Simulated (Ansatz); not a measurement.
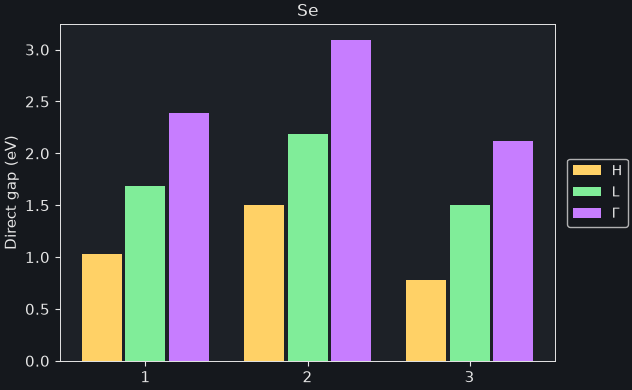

Direct gap at each named k point, by several methods on one cell of Se, space group P3_121, 3 atoms in the cell, relaxed with r2SCAN+rVV10, then under −3.48 % biaxial xy strain; a = 4.143 Å, c = 5.041 Å (hexagonal axes). All runs are without spin-orbit coupling and carry no moments. Points keep the names that they have in the unstrained cell. The names follow the standardised cell of this lattice; in reduced coordinates of the cell that was run, H is (0.333, 0.333, 0.5) and L is (0.5, 0, 0.5). The cell is at 4 GPa in PBE. The smallest gap is indirect or lies off these points.

> Which column is which method? They are HSE06, PBE and r2SCAN.

1 is r2SCAN; 2 is HSE06; 3 is PBE.

| method | program | H (eV) | L (eV) | Γ (eV) |
| --- | --- | --- | --- | --- |
| PBE | Ansatz | 0.78 | 1.50 | 2.12 |
| r2SCAN | Ansatz | 1.03 | 1.69 | 2.39 |
| HSE06 | Ansatz | 1.50 | 2.19 | 3.09 |

> Does HSE06 open these direct gaps by one amount over PBE?

The shifts are +0.72 eV at H, +0.69 eV at L and +0.97 eV at Γ, and at points that aren't plotted +0.95 eV (A), +0.89 eV (M) and +1.11 eV (K): over the named points that both runs hold, a spread of 0.42 eV on a mean of 0.89 eV, so one shift doesn't describe them.

Settings. PBE: Ansatz PAW set, 12×12×6 k mesh, 420 eV cutoff, Fermi-Dirac smearing of 0.02 eV (Ansatz 0.2.0). r2SCAN: Ansatz PAW set, 12×12×6 k mesh, 500 eV cutoff, fixed occupations (Ansatz). HSE06: Ansatz PAW set, 6×6×4 k mesh, 420 eV cutoff, fixed occupations (Ansatz 0.2.0).

Spin-orbit coupling is left out, which matters for Se. The cell comes from a database of computed structures, and whether it is the stable form of this composition wasn't checked. LDA, GGA and most meta-GGA functionals understate gaps. r2SCAN and HSE06: the PAW data sets were made with another functional. HSE06: the k mesh is thin for exact exchange. Over all k points computed the smallest gap is 0.67 eV in PBE, 0.90 eV in r2SCAN and 1.36 eV in HSE06, from the valence top at a point off the named ones to the conduction bottom at H. The names follow the standardised cell of this lattice; in reduced coordinates of the cell that was run, A is (0, 0, 0.5), M is (0.5, 0, 0) and K is (0.333, 0.333, 0).
